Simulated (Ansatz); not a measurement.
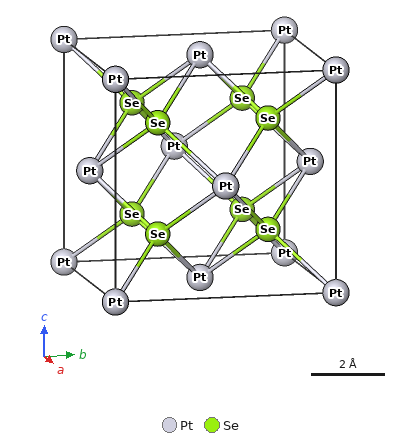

**Figure 1.** The structure (ball-and-stick view of the cell 4 times as large as that of the calculation, set on its symmetry axes, seen slightly off an axis). Near neighbours in the crystal (not all of them lie inside the picture): Pt has 8 Se at 2.71 Å; Se has 4 Pt at 2.71 Å.

# Single-point calculation of PtSe2

PtSe2 (Fm-3m, 3 atoms in the cell), computed with DFT, PBEsol, plane waves, PAW, no spin polarisation (Ansatz 0.2.0).

The structure was built on a prototype by a generator. Some settings of this run were made unusual or wrong on purpose. The geometry comes from this level: r2SCAN.

## The input
```yaml
crystal:
  lattice:
    - [0.0, 3.1308957811, 3.1308957811]
    - [3.1308957811, 0.0, 3.1308957811]
    - [3.1308957811, 3.1308957811, 0.0]
  atoms:
    - { symbol: Pt, position: [0.0, 0.0, 0.0] }
    - { symbol: Se, position: [0.25, 0.25, 0.25] }
    - { symbol: Se, position: [0.75, 0.75, 0.75] }
kpoints:
  mp_grid: { grid: [2, 4, 6] }
hamiltonian:
  xc: pbesol
scf:
  occupations: { method: fermi_dirac, width: 0.02 }
  n_extra_bands: 4
output:
  forces: true
  stress: true
  eigenvalues: true
```

Launch command:
```bash
ansatz run input.yaml --threads 4 --pin off --max-ram 3686MiB --backend cpu --events-out ev --progress --plain --runs-dir out
```

## The program's output
```
Warning: crystal.symmetry: narrowed to the stabiliser of the k-point mesh — unitary ops 48 → 4; excluded 44 operations that carry a point of the 2×4×6 mesh (shift [0, 0, 0]) off the mesh (the run samples exactly the mesh kpoints.mp_grid names, as under crystal.symmetry.detect: false, and its converged state has the mesh's symmetry, not the crystal's; ε∞, the Born charges and the force constants of a linear response (`dielectric:` by the response, `phonons.method: dfpt`) are averaged over those of the crystal's operations that the state keeps within a tolerance, where `mesh_tensors`, `unaveraged_element` or `gamma_mean_max_change_ev_ang2` stands beside them; a row that `dielectric.field_direction` solves alone is averaged likewise, with nothing beside; a Γ-centred mesh of equal divisions is mapped onto itself by every operation and keeps the whole group, as does a half-shifted one under kpoints.further_shifts: images)
scf.n_extra_bands = 4 over 25 filled bands (N_el = 50.0): the run solves 29 bands
Engine: ansatz 0.2.0, x86_64-unknown-linux-gnu
Pseudopotentials: kind: paw
Pseudopotential: Pt, paw, valence charge 18, recommended cutoff 420 eV (normal), Pt.paw.azcp
Pseudopotential: Se, paw, valence charge 16, recommended cutoff 420 eV (normal), Se.paw.azcp
Functional definition: PBEsol
  exchange = pbesol_x
  correlation = pbesol_c
Crystal: 3 atoms, lattice volume = 61.381 Å³
Basis set: ecut = 420 eV, 1243 PW (Γ), exchange–correlation on 60×60×60 points (8 copies of the dense FFT grid, shifted against one another)
Bands: 29, of which v1, the nominal top of the filled ones, is band 25 counted from 1 (24 counted from 0)
Symmetry: 4 space group operations
k-points: 21 of 48
Non-local potential: Pt, projectors of the file, l = 0: 3, l = 1: 2, l = 2: 2, l = 3: 1
Non-local potential: Se, projectors of the file, l = 0: 2, l = 1: 2, l = 2: 3, l = 3: 1
PAW form: soft (Blöchl's): semilocal exchange-correlation on the pseudo side does not see the compensation charge
PAW frozen core: Pt, regenerated for the run's functional, and the local potential with it (the file was generated under x = pbe(κ = 0.804, μ = 0.2195149727645171), c = pbe(β = 0.06672455060314922))
PAW frozen core: Se, regenerated for the run's functional, and the local potential with it (the file was generated under x = pbe(κ = 0.804, μ = 0.2195149727645171), c = pbe(β = 0.06672455060314922))
PAW one-centre angular grid: Pt, 590 points (default); XC on 64 Gauss nodes
PAW one-centre angular grid: Se, 590 points (default); XC on 64 Gauss nodes
Initial density: superposition of atomic densities (neutral atoms: chi_scale 0, normalization atom), corrected by the library's trained network
Initial wavefunctions: pseudopotential atomic-orbital guess
Functional: x = pbesol(κ = 0.804, μ = 0.12345679012345678), c = pbesol(β = 0.046)
SCF iter   1: F=—  HF=-23232.089771 eV  |F-HF|=—  |Δ(HF+E_count)|=         —  Δρ=9.76e-3  dr2=7.09e-2  ethr=1.77e-3  ⟨swp⟩=6.0  Hψ=2270  notcnv=0
preconditioner: auto → LDOS  [metal: Δε(μ)=0.041 eV  Ē_g=8.431 eV  σ=0.020 eV  W_gap=0.44  n_scr=14 (ndim 8)  ℏωp=22.2 eV  f_vac=0.069  D(μ)=4.98/eV (n_scr^D=58)  β→1.0]
SCF iter   2: F=—  HF=-23232.079829 eV  |F-HF|=—  |Δ(HF+E_count)|=   9.94e-3  Δρ=4.80e-3  dr2=1.75e-2  ethr=1.42e-4  ⟨swp⟩=3.0  Hψ=1337  notcnv=0
SCF iter   3: F=—  HF=-23232.076627 eV  |F-HF|=—  |Δ(HF+E_count)|=   3.20e-3  Δρ=3.20e-3  dr2=1.05e-2  ethr=3.49e-5  ⟨swp⟩=2.1  Hψ=1131  notcnv=0
SCF iter   4: F=—  HF=-23232.075433 eV  |F-HF|=—  |Δ(HF+E_count)|=   1.19e-3  Δρ=2.12e-3  dr2=4.24e-3  ethr=2.10e-5  ⟨swp⟩=2.0  Hψ=680  notcnv=0
SCF iter   5: F=—  HF=-23232.074738 eV  |F-HF|=—  |Δ(HF+E_count)|=   6.95e-4  Δρ=6.80e-4  dr2=4.51e-4  ethr=8.48e-6  ⟨swp⟩=2.0  Hψ=707  notcnv=0
SCF iter   6: F=—  HF=-23232.074673 eV  |F-HF|=—  |Δ(HF+E_count)|=   6.48e-5  Δρ=1.93e-4  dr2=2.14e-5  ethr=9.02e-7  ⟨swp⟩=2.0  Hψ=690  notcnv=0
SCF iter   7: F=—  HF=-23232.074673 eV  |F-HF|=—  |Δ(HF+E_count)|=   1.22e-7  Δρ=5.87e-5  dr2=2.24e-6  ethr=4.28e-8  ⟨swp⟩=2.8  Hψ=1093  notcnv=0
SCF iter   8: F=-23232.074674 eV  HF=-23232.074674 eV  |F-HF|=5.12e-8  |Δ(HF+E_count)|=   4.29e-7  Δρ=9.85e-6  dr2=3.94e-8  ethr=2.00e-10  ⟨swp⟩=3.0  Hψ=2609  notcnv=0
SCF 1 converged in 8 iterations: F = -23232.074674 eV  dr2 = 3.94e-8
  greatest PAW one-centre occupation: 1.000 electrons in one spin orbital (limit 2), on the Se atom at site 2 (counted from 0), in its partial waves of l = 2
```

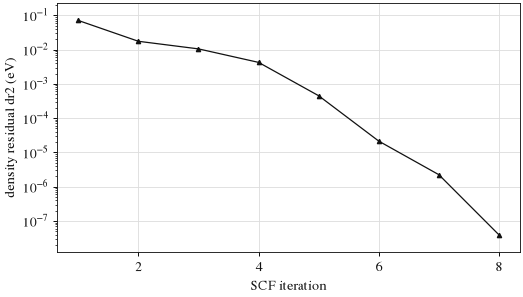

**Figure 2.** Convergence of the self-consistent field: density residual dr2 against the SCF iteration. The residual falls at every step.

```
SCF converged after 8 iterations
Free energy (F): -23232.074674 eV
Harris-Foulkes:  -23232.074674 eV  (|F-HF|=5.12e-8)
Internal energy: -23232.067516 eV  (E = F + TS)
E sigma→0 (E₀):  -23232.071095 eV
Entropy (-TS):   -0.007158 eV (-2.386 meV/atom)
Fermi energy:    13.548128 eV
--- Per-component energies (eV) ---
  E_band       = -963.730537
  E_kinetic    = 870.397512
  E_local      = -6492.518810  (includes V_loc(G=0)·N_el)
  E_nonlocal   = -978.273843
  E_hartree    = 2996.023336
  E_xc         = -465.303694
  E_vxc        = -496.302064  (∫ρ·V_xc dr)
  E_paw        = -13053.819464  (= ΣΔE_a)
  E_vpaw       = 140.920679  (= ΣTr[D̂ρ^β])
  E_aug_tail   = -0.000923  (compensation charges beyond the density's cutoff)
  E_ewald      = -6110.875513
  E_core_change = 2.303882  (= ΣΔE_core)
  E_smearing   = -0.007158  (= −TS)
  E_closure    = -0.000000  (closes the sum)
  Σ components = -23232.074674   (vs F -23232.074674, Δ=0.00e0)
--- Forces (eV/Å), atoms counted from 1 ---
  atom   1  Pt     0.00000000     0.00000000     0.00000000
  atom   2  Se    -0.16578867     0.02761867    -0.02761867
  atom   3  Se     0.16578867    -0.02761867     0.02761867
  max |Σ_I F_I| component: 3.47e-18 eV/Å
--- Stress (GPa, compression-positive) ---
       -3.977024      -0.092332       0.092332
       -0.092331      -3.334141       0.718159
        0.092331       0.718159      -3.334141
  P = ⅓ Tr σ = -3.5484 GPa (-35.484 kbar)
--- Band table (eV; the first three rows and the last of 21) ---
  k-point 0: bands = ["-85.9324", "-40.1323", "-40.1136", "-40.1014", "-35.7175", "-35.7150", "-35.7124", "-35.7105", "-35.7006", "-35.6917", "-35.6892", "-35.6891", "-35.6861", "-35.6842", "-2.6651", "1.2898", "6.6406", "6.6409", "6.6496", "9.5153", "9.5262", "12.1907", "12.1972", "12.2183", "13.5580", "13.5632", "13.5708", "15.0208", "16.6545"]
  k-point 1: bands = ["-85.9324", "-40.1325", "-40.1136", "-40.1015", "-35.7169", "-35.7149", "-35.7126", "-35.7109", "-35.6998", "-35.6917", "-35.6900", "-35.6892", "-35.6860", "-35.6845", "-2.4315", "0.8839", "6.7967", "6.8026", "7.3166", "9.3572", "9.3660", "10.4840", "11.7670", "11.7711", "12.9021", "13.5079", "13.5241", "15.9968", "17.4554"]
  k-point 2: bands = ["-85.9324", "-40.1328", "-40.1137", "-40.1015", "-35.7155", "-35.7145", "-35.7130", "-35.7120", "-35.6977", "-35.6920", "-35.6915", "-35.6898", "-35.6859", "-35.6851", "-1.7944", "0.0481", "7.1463", "7.1556", "8.5455", "8.7482", "9.2311", "9.2386", "10.6988", "10.7021", "11.7250", "13.6190", "13.6361", "16.9644", "19.2090"]
  k-point 20: bands = ["-85.9324", "-40.1326", "-40.1140", "-40.1019", "-35.7146", "-35.7144", "-35.7137", "-35.7134", "-35.6949", "-35.6948", "-35.6910", "-35.6903", "-35.6855", "-35.6850", "-0.8083", "-0.5750", "5.7257", "6.6472", "8.1840", "8.5495", "8.9267", "9.8164", "10.4062", "11.4634", "12.3523", "13.6882", "15.0742", "16.1499", "18.7128"]
```

## Outcome

| quantity | value |
| --- | --- |
| outcome | converged |
| space group (tolerance 0.01 Å) | Fm-3m (225) |
| electrons treated | 50 |
| free energy | −23232.0747 eV |
| Fermi energy | 13.548 eV |
| band gap | none (metallic) |
| pressure | −3.55 GPa |
| largest force (length of the vector) | 0.170 eV/Å |
| hardware | 4 threads of an x86-64 CPU, shared host |
| wall time | 1.9 s (CPU time 5.1 s) |
| peak memory | 0.4 GiB |

## Diagnosis

Some settings of this run were drawn to be unusual or wrong. It converged; results that depend on the unusual settings are not reference values. The program warns: the k-point mesh lowers the symmetry that the run can use.
